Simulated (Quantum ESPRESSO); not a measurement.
# CaO (Lime): modes at Γ and the response to a field, part 2 of 4

Aim: the zone-centre modes of CaO (Lime).

Quantum ESPRESSO 7.5; DFT LDA, scalar-relativistic, plane waves, JTH PAW pseudopotentials.

So far. Step 2 (A probe with smearing): A gap of 3.5 eV opens on this mesh, so the crystal is taken as an insulator; the start stands at -7.8 GPa. Step 4 (Self-consistent run for the response): The cell stands at -0.35 GPa, close enough for stiff modes, while soft ones can move.

## 5. Zone-centre response

At q = 0 one unit cell holds all displacements; symmetry groups them into irreducible representations that are solved one by one. The response to a field gives ε∞ and the Born charges, which polar modes need.

The input, ph.in:

```
phonons
&inputph
   prefix = 'x'
   outdir = './tmp'
   fildyn = 'g.dyn'
   tr2_ph = 1.0d-18
   epsil = .true.
/
0.000000000000 0.000000000000 0.000000000000
```

Started as:

```console
$ OMP_NUM_THREADS=1 mpirun -n 4 ph.x -nk 4 -in ph.in > ph.out
```

The program printed:

```text
[banners, grids, parts of the stress and lines that vanish by symmetry left out]
[banner, memory and clock lines left out]
Program PHONON v.7.5

     ./tmp/x.save/

     file Ca.upf: wavefunction(s)  4S 3P 0P 3D 0D renormalized
     file O.upf: wavefunction(s)  0S 2P 0P renormalized

     IMPORTANT: XC functional enforced from input :
     Exchange-correlation= PW
                           (   1   4   0   0   0   0   0)
     Any further DFT definition will be discarded
     Please, verify this is what you really want

     G-vector sticks info

     Reading collected, re-writing distributed wavefunctions in ./tmp/

     Number and degeneracy of irreps per q-point
       N         xq(1)         xq(2)         xq(3)   N irreps
       1   0.000000000   0.000000000   0.000000000       2
        3   3

     Calculation of q =    0.0000000   0.0000000   0.0000000

     phonons

     bravais-lattice index     =            2
     lattice parameter (alat)  =       8.8957  a.u.
     unit-cell volume          =     175.9845 (a.u.)^3
     number of atoms/cell      =            2
     number of atomic types    =            2
     kinetic-energy cut-off    =      60.0000  Ry
     charge density cut-off    =     480.0000  Ry
     convergence threshold     =      1.0E-18
     beta                      =       0.7000
     number of iterations used =            4
     Exchange-correlation= PW
                           (   1   4   0   0   0   0   0)

     celldm(1)=    8.89566  celldm(2)=    0.00000  celldm(3)=    0.00000
     celldm(4)=    0.00000  celldm(5)=    0.00000  celldm(6)=    0.00000

     crystal axes: (cart. coord. in units of alat)
               a(1) = ( -0.5000  0.0000  0.5000 )
               a(2) = (  0.0000  0.5000  0.5000 )
               a(3) = ( -0.5000  0.5000  0.0000 )

     reciprocal axes: (cart. coord. in units 2 pi/alat)
               b(1) = ( -1.0000 -1.0000  1.0000 )
               b(2) = (  1.0000  1.0000  1.0000 )
               b(3) = ( -1.0000  1.0000 -1.0000 )

     Atoms inside the unit cell:

     Cartesian axes

     site n.  atom      mass           positions (alat units)
        1  Ca     40.0780   tau(    1) = (    0.00000    0.00000    0.00000  )
        2  O      15.9990   tau(    2) = (   -0.50000    0.50000    0.50000  )

     Computing dynamical matrix for
                    q = (   0.0000000   0.0000000   0.0000000 )

     49 Sym.Ops. (with q -> -q+G )

     G cutoff =  962.1391  (  30923 G-vectors)     FFT grid: ( 45, 45, 45)
     G cutoff =  481.0695  (  11017 G-vectors)  smooth grid: ( 32, 32, 32)
     number of k points=    29
                       cart. coord. in units 2pi/alat
        k(    1) = (   0.0000000   0.0000000   0.0000000), wk =   0.0039062
        k(    2) = (  -0.1250000   0.1250000  -0.1250000), wk =   0.0312500
        k(    3) = (  -0.2500000   0.2500000  -0.2500000), wk =   0.0312500
        [... further k-points left out ...]

     PseudoPot. # 1 for Ca read from file:
     ./pseudo/Ca.upf
     Pseudo is Projector augmented-wave + core cor, Zval = 10.0
     Shape of augmentation charge: SINC**2
     Using radial grid of 1017 points,  6 beta functions with:
                l(1) =   0
                l(2) =   0
                l(3) =   1
                l(4) =   1
                l(5) =   2
                l(6) =   2
     Q(r) pseudized with 0 coefficients

     PseudoPot. # 2 for O  read from file:
     ./pseudo/O.upf
     Pseudo is Projector augmented-wave + core cor, Zval =  6.0
     Shape of augmentation charge: SINC**2
     Using radial grid of  943 points,  4 beta functions with:
                l(1) =   0
                l(2) =   0
                l(3) =   1
                l(4) =   1
     Q(r) pseudized with 0 coefficients

     Mode symmetry, O_h (m-3m)  point group:

     Electric field:
     Dielectric constant
     Born effective charges as d Force / d E

     Atomic displacements:
     There are    2 irreducible representations

     Representation     1      3 modes -  To be done

     Representation     2      3 modes -  To be done

     Alpha used in Ewald sum =   2.8000

     Electric Fields Calculation

      iter #   1   av.it.:   5.8
      thresh= 1.000E-02 alpha_mix =  0.700 |ddv_scf|^2 =  1.103E-08

      iter #   2   av.it.:  12.1
      thresh= 1.050E-05 alpha_mix =  0.700 |ddv_scf|^2 =  8.033E-10

      iter #   3   av.it.:  11.8
      thresh= 2.834E-06 alpha_mix =  0.700 |ddv_scf|^2 =  2.429E-11

      iter #   4   av.it.:  11.7
      thresh= 4.928E-07 alpha_mix =  0.700 |ddv_scf|^2 =  6.390E-13

      iter #   5   av.it.:  11.4
      thresh= 7.994E-08 alpha_mix =  0.700 |ddv_scf|^2 =  1.151E-14

      iter #   6   av.it.:  11.4
      thresh= 1.073E-08 alpha_mix =  0.700 |ddv_scf|^2 =  3.899E-17

      iter #   7   av.it.:  11.4
      thresh= 6.244E-10 alpha_mix =  0.700 |ddv_scf|^2 =  1.747E-18

      iter #   8   av.it.:  11.7
      thresh= 1.322E-10 alpha_mix =  0.700 |ddv_scf|^2 =  1.639E-21

     End of electric fields calculation

          Dielectric constant in cartesian axis

          (       3.877333360       0.000000000      -0.000000000 )
          (       0.000000000       3.877333360      -0.000000000 )
          (       0.000000000      -0.000000000       3.877333360 )

          Effective charges (d Force / dE) in cartesian axis without acoustic sum rule applied (asr)

           atom    1  Ca    Mean Z*:        2.37408
      Ex  (        2.37408       -0.00000       -0.00000 )
      Ey  (       -0.00000        2.37408        0.00000 )
      Ez  (        0.00000        0.00000        2.37408 )
           atom    2  O     Mean Z*:       -2.36928
      Ex  (       -2.36928        0.00000        0.00000 )
      Ey  (        0.00000       -2.36928       -0.00000 )
      Ez  (        0.00000       -0.00000       -2.36928 )

          Effective charges Sum: Mean:        0.00480
              0.00480        0.00000        0.00000
              0.00000        0.00480        0.00000
              0.00000       -0.00000        0.00480

          Effective charges (d Force / dE) in cartesian axis with asr applied:
           atom    1  Ca    Mean Z*:        2.37168
      E*x (        2.37168       -0.00000       -0.00000 )
      E*y (       -0.00000        2.37168        0.00000 )
      E*z (       -0.00000        0.00000        2.37168 )
           atom    2  O     Mean Z*:       -2.37168
      E*x (       -2.37168        0.00000        0.00000 )
      E*y (        0.00000       -2.37168       -0.00000 )
      E*z (        0.00000       -0.00000       -2.37168 )

     Representation #   1 modes #   1   2   3

     Self-consistent Calculation

      iter #   1   av.it.:   6.4
      thresh= 1.000E-02 alpha_mix =  0.700 |ddv_scf|^2 =  5.291E-07

      iter #   2   av.it.:  11.7
      thresh= 7.274E-05 alpha_mix =  0.700 |ddv_scf|^2 =  6.772E-09

      iter #   3   av.it.:  12.1
      thresh= 8.229E-06 alpha_mix =  0.700 |ddv_scf|^2 =  2.211E-10

      iter #   4   av.it.:  12.0
      thresh= 1.487E-06 alpha_mix =  0.700 |ddv_scf|^2 =  4.573E-13

      iter #   5   av.it.:  11.9
      thresh= 6.762E-08 alpha_mix =  0.700 |ddv_scf|^2 =  1.306E-15

      iter #   6   av.it.:  11.5
      thresh= 3.614E-09 alpha_mix =  0.700 |ddv_scf|^2 =  4.780E-17

      iter #   7   av.it.:  12.1
      thresh= 6.914E-10 alpha_mix =  0.700 |ddv_scf|^2 =  7.016E-20

     End of self-consistent calculation

     Convergence has been achieved

     Representation #   2 modes #   4   5   6

     Self-consistent Calculation

      iter #   1   av.it.:   7.1
      thresh= 1.000E-02 alpha_mix =  0.700 |ddv_scf|^2 =  1.073E-06

      iter #   2   av.it.:  12.1
      thresh= 1.036E-04 alpha_mix =  0.700 |ddv_scf|^2 =  1.012E-07

      iter #   3   av.it.:  11.9
      thresh= 3.181E-05 alpha_mix =  0.700 |ddv_scf|^2 =  2.103E-10

      iter #   4   av.it.:  11.4
      thresh= 1.450E-06 alpha_mix =  0.700 |ddv_scf|^2 =  3.147E-12

      iter #   5   av.it.:  11.5
      thresh= 1.774E-07 alpha_mix =  0.700 |ddv_scf|^2 =  1.589E-14

      iter #   6   av.it.:  12.0
      thresh= 1.261E-08 alpha_mix =  0.700 |ddv_scf|^2 =  5.377E-17

      iter #   7   av.it.:  11.8
      thresh= 7.333E-10 alpha_mix =  0.700 |ddv_scf|^2 =  5.831E-18

      iter #   8   av.it.:  11.9
      thresh= 2.415E-10 alpha_mix =  0.700 |ddv_scf|^2 =  1.733E-20

     End of self-consistent calculation

     Convergence has been achieved

     Number of q in the star =    1
     List of q in the star:
          1   0.000000000   0.000000000   0.000000000

          Dielectric constant in cartesian axis

          (       3.877333360       0.000000000      -0.000000000 )
          (       0.000000000       3.877333360      -0.000000000 )
          (       0.000000000      -0.000000000       3.877333360 )

          Effective charges (d Force / dE) in cartesian axis without acoustic sum rule applied (asr)

           atom    1  Ca    Mean Z*:        2.37408
      Ex  (        2.37408       -0.00000       -0.00000 )
      Ey  (       -0.00000        2.37408        0.00000 )
      Ez  (        0.00000        0.00000        2.37408 )
           atom    2  O     Mean Z*:       -2.36928
      Ex  (       -2.36928        0.00000        0.00000 )
      Ey  (        0.00000       -2.36928       -0.00000 )
      Ez  (        0.00000       -0.00000       -2.36928 )

          Effective charges Sum: Mean:        0.00480
              0.00480        0.00000        0.00000
              0.00000        0.00480        0.00000
              0.00000       -0.00000        0.00480

          Effective charges (d Force / dE) in cartesian axis with asr applied:
           atom    1  Ca    Mean Z*:        2.37168
      E*x (        2.37168       -0.00000       -0.00000 )
      E*y (       -0.00000        2.37168        0.00000 )
      E*z (       -0.00000        0.00000        2.37168 )
           atom    2  O     Mean Z*:       -2.37168
      E*x (       -2.37168        0.00000        0.00000 )
      E*y (        0.00000       -2.37168       -0.00000 )
      E*z (        0.00000       -0.00000       -2.37168 )

     Diagonalizing the dynamical matrix

     q = (    0.000000000   0.000000000   0.000000000 )

 **************************************************************************
     freq (    1) =       0.012247 [THz] =       0.408507 [cm-1]
     freq (    2) =       0.012247 [THz] =       0.408507 [cm-1]
     freq (    3) =       0.012247 [THz] =       0.408507 [cm-1]
     freq (    4) =       8.712443 [THz] =     290.615810 [cm-1]
     freq (    5) =       8.712443 [THz] =     290.615810 [cm-1]
     freq (    6) =       8.712443 [THz] =     290.615810 [cm-1]
 **************************************************************************

     Mode symmetry, O_h (m-3m)  point group:

     freq (   1-   3) =          0.4  [cm-1]   --> T_1u G_15  G_4- I
     freq (   4-   6) =        290.6  [cm-1]   --> T_1u G_15  G_4- I
```

Run time: 50 s. Hardware: 4 MPI ranks of Arm Neoverse V1, shared host; 3.3 min of CPU time.

This step gave:

```yaml
miss_of_the_charge_sum_rule: 0.004800 e
largest_acoustic_frequency_at_the_zone_centre_before_the_sum_rule: 0.41 cm⁻¹
highest_optical_zone_centre_mode_no_lo_to_term: 290.6 cm⁻¹
lowest_optical_zone_centre_mode: 290.6 cm⁻¹
mean_high_frequency_dielectric_constant: 3.877
largest_born_charge_in_size_third_of_the_trace: 2.374 e
```

Born charge (rows field, columns displacement), before the sum rule (e), principal values of the symmetric part by kind of site:

| atom | atoms with these values | low | middle | high | mean |
| --- | --- | --- | --- | --- | --- |
| Ca1 | 1 | 2.37 | 2.37 | 2.37 | 2.37 |
| O2 | 1 | -2.37 | -2.37 | -2.37 | -2.37 |

In full for Ca1:

```
2.37 0.00 0.00
0.00 2.37 0.00
0.00 0.00 2.37
```

High-frequency dielectric tensor:

```
3.88 0.00 0.00
0.00 3.88 0.00
0.00 0.00 3.88
```

The acoustic modes at Γ come out as far as 0.4 cm⁻¹ from zero, where they should vanish, a small numerical error; the Born charges miss their sum rule by 0.0048 e, which is good.

## 6. Zone-centre analysis

A rigid shift of the crystal must cost nothing, but grids and finite bases break this; the acoustic sum rule is imposed before the matrix is diagonalised again. With Born charges the intensities follow, and the static dielectric tensor.

The input, dynmat.in:

```
&input
   fildyn = 'g.dyn'
   asr = 'simple'
   fileig = 'dynmat.eig'
   lperm = .true.
/
```

Started as:

```console
$ dynmat.x -in dynmat.in > dynmat.out
```

The program printed:

```text
[banner, memory and clock lines left out]
Program DYNMAT v.7.5

     Reading Dynamical Matrix from file g.dyn
     ...Force constants read
     ...epsilon and Z* read
     A direction for q was not specified:TO-LO splitting will be absent

     Polarizability (A^3 units)
     multiply by 0.510436 for Clausius-Mossotti correction
         5.971154    0.000000    0.000000
         0.000000    5.971154   -0.000000
        -0.000000   -0.000000    5.971154

     IR activities are in (D/A)^2/amu units

# mode   [cm-1]    [THz]      IR
    1      0.00    0.0000    0.0000
    2      0.00    0.0000    0.0000
    3      0.00    0.0000    0.0000
    4    290.61    8.7121   11.3493
    5    290.61    8.7121   11.3493
    6    290.61    8.7121   11.3493

Electronic dielectric permittivity tensor (relative, adimensional)
         3.877333    0.000000    0.000000
         0.000000    3.877333   -0.000000
        -0.000000   -0.000000    3.877333

 ... with zone-center polar mode contributions
        14.868293    0.000000    0.000000
         0.000000   14.868293    0.000000
         0.000000    0.000000   14.868293
```

The job ended after 0.45 s (1 thread).

Numbers from this step:

* mean static dielectric constant: 14.87

Unit eigenvectors of the mass-weighted matrix after the sum rule; no LO-TO term. Modes at Γ, with each element's share of the kinetic energy:

| mode | frequency (cm⁻¹) | symmetry | Ca % | O % |
| --- | --- | --- | --- | --- |
| 1 | 0.0 | acoustic | 71 | 29 |
| 2 | 0.0 | acoustic | 71 | 29 |
| 3 | 0.0 | acoustic | 71 | 29 |
| 4 | 290.6 | T1u | 29 | 71 |
| 5 | 290.6 | T1u | 29 | 71 |
| 6 | 290.6 | T1u | 29 | 71 |

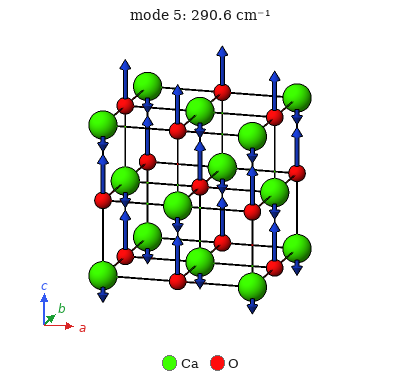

Displacement patterns of mode 5 at Γ; arrows are exaggerated. Some periodic images of atoms are drawn too.

Degenerate modes summed, no LO-TO term. Lines of the infrared spectrum (strongest = 100):

| position (cm⁻¹) | lines merged | label | IR intensity, relative |
| --- | --- | --- | --- |
| 291 | 3 | T1u | 100 |

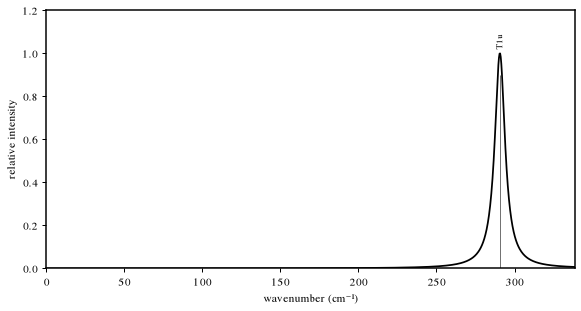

The infrared spectrum, broadened with Lorentzians of width 8 cm⁻¹; bars mark the lines.

Static dielectric tensor (ions relaxed, fixed cell):

```
14.87  0.00  0.00
 0.00 14.87  0.00
 0.00  0.00 14.87
```

The rule moves no optical mode by more than 0.1 cm⁻¹.

## 7. Modes along a direction of q (1 0 0)

A longitudinal polar mode sets up a macroscopic field that stiffens it; the term hangs on the direction from which q goes to zero.

The input, dynmat.in:

```
&input
   fildyn = 'g.dyn'
   asr = 'simple'
   fileig = 'dynmat.eig'
   q(1) = 1.0
   q(2) = 0.0
   q(3) = 0.0
/
```

Started as:

```console
$ dynmat.x -in dynmat.in > dynmat.out
```

The program printed:

```text
[banner, memory and clock lines left out]
Program DYNMAT v.7.5

     Reading Dynamical Matrix from file g.dyn
     ...Force constants read
     ...epsilon and Z* read

     Polarizability (A^3 units)
     multiply by 0.510436 for Clausius-Mossotti correction
         5.971154    0.000000    0.000000
         0.000000    5.971154   -0.000000
        -0.000000   -0.000000    5.971154

     IR activities are in (D/A)^2/amu units

# mode   [cm-1]    [THz]      IR
    1     -0.00   -0.0000    0.0000
    2      0.00    0.0000    0.0000
    3      0.00    0.0000    0.0000
    4    290.61    8.7121   11.3493
    5    290.61    8.7121   11.3493
    6    569.07   17.0604   11.3493
```

Elapsed: 0.45 s, on 1 thread.

Read from the output:

* highest mode moved by the LO-TO term: 569.1 cm⁻¹

Zone-centre frequencies as printed; negative means imaginary. Modes:

| mode | frequency (cm⁻¹) |
| --- | --- |
| 1 | 0 |
| 2 | 0 |
| 3 | 0 |
| 4 | 290.6 |
| 5 | 290.6 |
| 6 | 569.1 |

The field moves one mode, from 291 to 569 cm⁻¹; the others stay.

## 8. Ground state, volume × 0.94

Bonds stiffen under compression, so frequencies follow the volume; the atoms are not relaxed anew.

The input, scf.in:

```
&control
   calculation = 'scf'
   prefix = 'x'
   outdir = './tmp'
   pseudo_dir = './pseudo'
   tprnfor = .true.
   tstress = .true.
/
&system
   ibrav = 2
   celldm(1) = 8.71406499
   nat = 2
   ntyp = 2
   ecutwfc = 60.0
   ecutrho = 480.0
   occupations = 'fixed'
   nbnd = 10
/
&electrons
   conv_thr = 1.0d-12
   mixing_beta = 0.7
   electron_maxstep = 100
/
ATOMIC_SPECIES
 Ca     40.0780  Ca.upf
 O      15.9990  O.upf
ATOMIC_POSITIONS crystal
 Ca     0.000000000   0.000000000   0.000000000
 O      0.500000000   0.500000000   0.500000000
K_POINTS automatic
 8 8 8 0 0 0
```

Started as:

```console
$ OMP_NUM_THREADS=1 mpirun -n 4 pw.x -nk 4 -in scf.in > scf.out
```

The program printed:

```text
[banners, grids, parts of the stress and lines that vanish by symmetry left out]
[banner, memory and clock lines left out]
Program PWSCF v.7.5

[...]
kinetic-energy cutoff     =      60.0000  Ry
     charge density cutoff     =     480.0000  Ry
     scf convergence threshold =      1.0E-12
[...]
Exchange-correlation= SLA PW NOGX NOGC
                           (   1   4   0   0   0   0   0)
[...]
48 Sym. Ops., with inversion, found
[...]
number of k points=    29
[...]
End of self-consistent calculation
[...]
highest occupied, lowest unoccupied level (ev):     8.7913   12.1754
!    total energy              =    -171.23822526 Ry
[...]
convergence has been achieved in  33 iterations
[...]
atom    1 type  1   force =     0.00000000    0.00000000    0.00000000
     atom    2 type  2   force =    -0.00000000   -0.00000000   -0.00000000
     Total force =     0.000000     Total SCF correction =     0.000000
[...]
total   stress  (Ry/bohr**3)                   (kbar)     P=       87.68
[...]
XML data file, charge density, pseudopotentials, collected wavefunctions
```

Run time: 7.7 s. Hardware: 4 MPI ranks.

This step gave:

```yaml
volume_per_atom: 12.26 Å³
pressure: 8.768 GPa
gap_on_the_k_mesh: 3.384 eV
```

(Part 2 of 4 ends here.)

[Host names and launcher messages were left out of these logs when they were recorded.]

[Logs are printed without paths, hosts, clocks, repeated set-up lines and the standing remarks that a program may print on its own settings, such as how far it seeks lower states.]

[Hosts, paths, dates, database ids (printed as entryN), source tags and the programs' standing remarks are cut or masked in the printed files.]
